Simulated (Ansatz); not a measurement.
## Single-point calculation, with input and output: MoS$_{2}$ (part 1 of 2)

The run: single-point calculation of MoS$_{2}$ (R3m, 3 atoms in the cell). Method and program: DFT LDA+U, scalar-relativistic, plane waves, PAW, Ueff = 4 eV on Mo atom 1 d, spin-polarised (Ansatz 0.2.0).

The structure derives from an entry of the Crystallography Open Database. It belongs to a series of runs on one base structure; here: random orbitals: random, high filling. Figures and captions count atoms from 1; the log counts them from 0 in places.

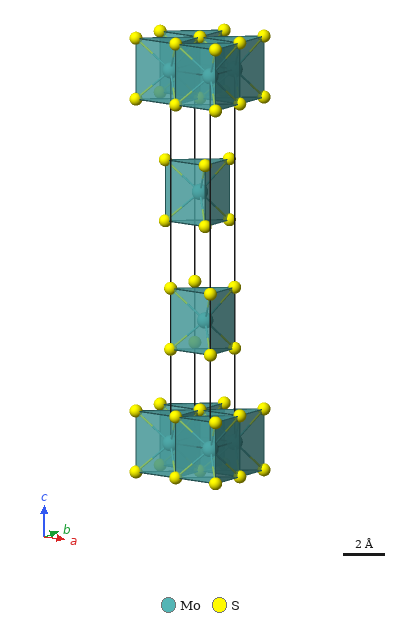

*The structure as given in the input (polyhedral view of the cell 3 times as large as that of the calculation, set on its symmetry axes, seen slightly off an axis; polyhedra are completed across the faces of the cell).*

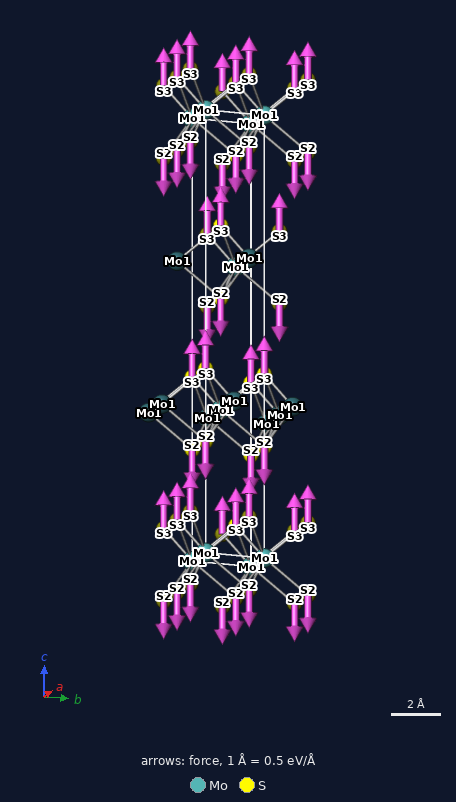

*Forces on the atoms as pink arrows (ball-and-stick view of the cell 3 times as large as that of the calculation, set on its symmetry axes, seen at an oblique angle; neighbours outside the cell are drawn fainter; atoms are numbered from 1 in the order of the input).*

The largest act on S2, S3 (0.81 eV/Å). The geometry is not a stationary point of this energy.

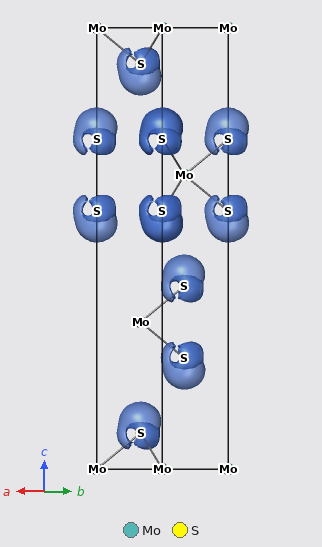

*Isosurface of the electron localisation function at 0.8 (blue), seen along [110]. Only the valence region is drawn (cores and ρ < 0.01 e/Å³ removed). Sticks mark near contacts. The outline is the cell set on symmetry axes.*

Along the contacts the grid gives the following. Mo–S (2.36 Å): the ELF is about 0.45 at the midpoint. The fields are those of the smooth PAW valence density.

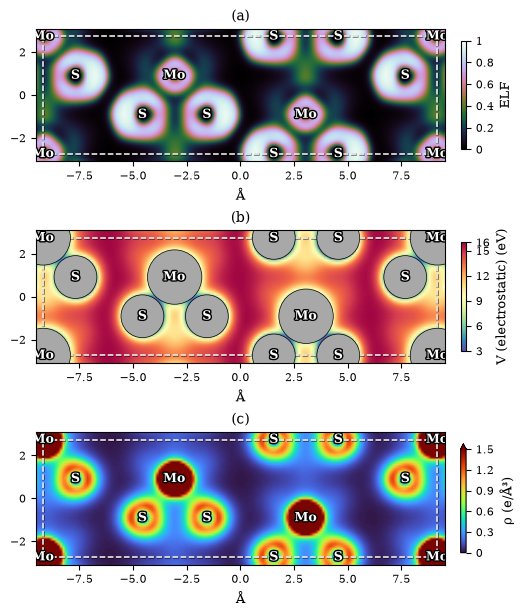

*(a) ELF; (b) electrostatic potential (local pseudopotential plus Hartree) felt by an electron; (c) valence charge density (pseudo) on the (110) plane of the conventional cell. Grey discs, where drawn, cover atomic cores.*

The plane passes through Mo and S nuclei. Mo–S (2.36 Å): ρ at the midpoint is about 0.65 e/Å³; the ELF is about 0.45 at the midpoint. Away from the nuclei the density in this plane falls to 0.01 e/Å³ at its lowest. The strong features right at Mo lie inside the PAW spheres (semicore, d or f shells) and say nothing about bonding. Outside the cores the potential energy rises away from the atoms and is highest about 2.4 Å from the nearest atoms; outside the discs it spans about 13 eV, and its zero is arbitrary.

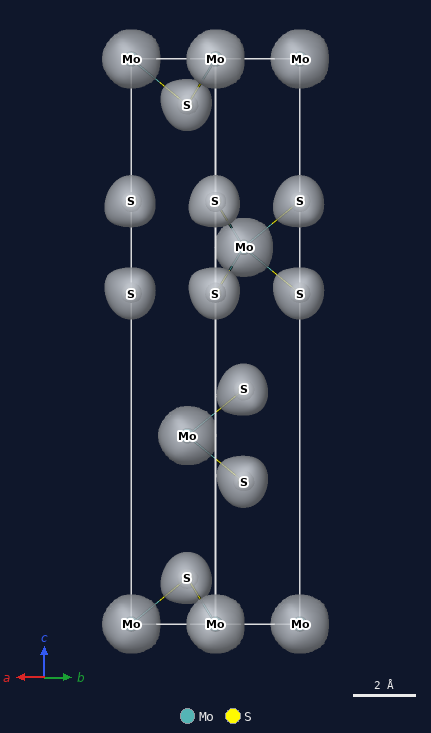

*Isosurface of the valence electron density at 0.8 e/Å³ (grey), seen along [110]. Sticks mark near contacts. The outline is the cell set on symmetry axes.*

At this value the density breaks into separate islands; it holds about 55 % of the electrons treated as valence (semicore included). It is pinched off along the Mo–S (2.36 Å) contacts. On the grid the lowest density along these lines, outside the cores, is 0.65 e/Å³ (Mo–S, 2.36 Å).

The input and output of the run follow.

## Input
```yaml
crystal:
  lattice:
    - [1.58149989, 0.91307939, 6.12332821]
    - [-1.58149989, 0.91307939, 6.12332821]
    - [0.0, -1.82615878, 6.12332821]
  atoms:
    - { symbol: Mo, position: [0.0, 0.0, 0.0], spin: 2.0 }
    - { symbol: S, position: [0.7484, 0.7484, 0.7484] }
    - { symbol: S, position: [0.5849, 0.5849, 0.5849] }
basis:
  ecutwfc: 420
  ecutrho_ratio: 4
kpoints:
  mp_grid: { grid: [7, 7, 7] }
hamiltonian:
  xc: lda
  hubbard:
    sites:
      - { site: 0, l: d, u_eff: 4.0, starting_ns: [{ spin: up, occupation_matrix: s0up }, { spin: down, occupation_matrix: s0down }] }
    occupation_matrices:
      s0up:
        matrix:
          - [0.05474, 0.12153, 0.00558, 0.00365, -0.13031]
          - [0.12153, 0.89583, -0.15075, 0.16115, -0.03873]
          - [0.00558, -0.15075, 0.08524, -0.05549, -0.17856]
          - [0.00365, 0.16115, -0.05549, 0.06925, 0.12369]
          - [-0.13031, -0.03873, -0.17856, 0.12369, 0.89495]
      s0down:
        matrix:
          - [0.02, 0.0, 0.0, 0.0, 0.0]
          - [0.0, 0.02, 0.0, 0.0, 0.0]
          - [0.0, 0.0, 0.02, 0.0, 0.0]
          - [0.0, 0.0, 0.0, 0.02, 0.0]
          - [0.0, 0.0, 0.0, 0.0, 0.02]
    ns_hold: until_converged
scf:
  occupations: { method: gaussian, width: 0.05 }
  lower_state_search: "off"
  max_iter: 150
output:
  forces: true
  stress: true
  eigenvalues: true
  populations: true
  hubbard: { sites: [{ site: 0, l: d }] }
  write_density: true
  write_potential: true
  elf: true
  volumetric_format: npy
magnetization:
  spin_polarized: true
```

Command:
```bash
ansatz run input.yaml --threads 2 --pin off --max-ram 3072MiB --backend cpu --events-out ev --progress --plain --runs-dir out
```

## The program's output
```
Warning: crystal.symmetry: narrowed to the stabiliser of the occupation matrices — unitary ops 6 → 1; lowered by the specified shell (site 0, l: d); largest admitted image defect 4.4e-16, smallest excluded 3.6e-1 — at a splitting's scale: the group the occupation matrices' own texture admits
basis.fft_grid_basis auto: the FFT boxes are laid along the combinations [[1, -1, 0], [0, 1, 0], [0, -1, 1]] of the cell's own vectors, 3.163, 6.390 and 3.163 Å long. The dense box has 24×45×24 points. Along the cell's own vectors, as sized, it would have 45×45×45, 3.52 times as many. Of the 6 symmetry operations that the crystal satisfies within crystal.symmetry.tolerance (time reversal apart; of a slab, those that keep its plane) the dense box along the cell's own vectors carries 6, and the one as laid loses 4 of those. basis.fft_grid_basis: typed keeps the cell's own vectors: state it where this run's energies or levels are differenced outside the engine with another run's, or held beside a run that keeps those vectors. Those combinations have planes normal to reciprocal vector 3, as the cell's own vectors have. Each planar average written beside output.write_density, output.write_potential has a row for each plane of the box: 24. The volumetric files lie along those combinations, not along the cell's own vectors: a cube or XSF file states them, and fields.json those of NumPy files.
Mo: projections on atomic orbitals take those of the free atom [Ar 3d10] 4s2 4p6 4d5 5s1, of charge +0.00 (hamiltonian.pseudopotentials.projection_atoms); the dataset's partial waves leave at most 6.0e-6 of an orbital's norm unspanned inside its sphere
S: projections on atomic orbitals take those of the free atom [Ne] 3s2 3p4, of charge +0.00 (hamiltonian.pseudopotentials.projection_atoms); the dataset's partial waves leave at most 1.6e-7 of an orbital's norm unspanned inside its sphere
Engine: ansatz 0.2.0, aarch64-unknown-linux-gnu
Pseudopotentials: kind: paw
Pseudopotential: Mo, paw, valence charge 14, recommended cutoff 420 eV (normal), Mo.paw.azcp
Pseudopotential: S, paw, valence charge 6, recommended cutoff 420 eV (normal), S.paw.azcp
Functional definition: SPW92
  exchange = slater_x
  correlation = pw_c
Crystal: 3 atoms, lattice volume = 53.054 Å³
Basis set: ecut = 420 eV, 1011 PW (Γ), FFT grids on a1−a2, a2, −a2+a3
Bands: 18, of which v1, the nominal top of the filled ones, is band 13 counted from 1 (12 counted from 0)
Symmetry: 1 space group operations
k-points: 172 of 343 (time reversal used)
Non-local potential: Mo, projectors of the file, l = 0: 3, l = 1: 2, l = 2: 2, l = 3: 1
Non-local potential: S, projectors of the file, l = 0: 2, l = 1: 2, l = 2: 2
PAW form: soft (Blöchl's): semilocal exchange-correlation on the pseudo side does not see the compensation charge
PAW frozen core: Mo, regenerated for the run's functional, and the local potential with it (the file was generated under x = pbe(κ = 0.804, μ = 0.2195149727645171), c = pbe(β = 0.06672455060314922))
PAW frozen core: S, regenerated for the run's functional, and the local potential with it (the file was generated under x = pbe(κ = 0.804, μ = 0.2195149727645171), c = pbe(β = 0.06672455060314922))
PAW one-centre angular grid: Mo, 590 points (default); XC on 64 Gauss nodes
PAW one-centre angular grid: S, 110 points (default); XC on 64 Gauss nodes
Initial density: superposition of atomic densities (chi_scale 0.1, normalization cell)
Starting moments: Σ|m| = 2 μB on 1 of 3 sites
Initial wavefunctions: pseudopotential atomic-orbital guess
Functional: x = slater, c = lda
```
